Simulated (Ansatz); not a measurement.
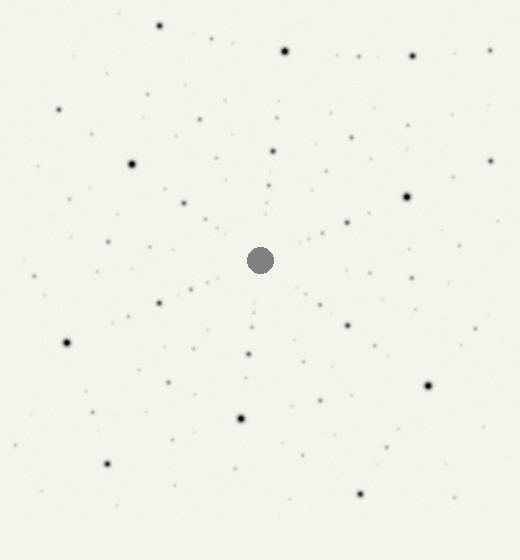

Simulated back-reflection Laue pattern (white X-rays, 0.45 to 2.2 Å, flat plate covering ±45° about the beam, kinematic intensities, seen from the source).

> What symmetry does the pattern show?

3m: a threefold axis with three mirror lines.

The crystal is HfN, space group Pm-3m (No. 221), a = 2.790 Å. Structure: the input geometry of an electronic-structure calculation (not necessarily at equilibrium); the starting structure was generated, so it need not be a known form of this composition.

> Which direction points towards the source?

[111] or one equivalent to it by a rotation of the Laue group. In Laue class m-3m no other family of directions with a member of indices 0 and ±1 has this symmetry.
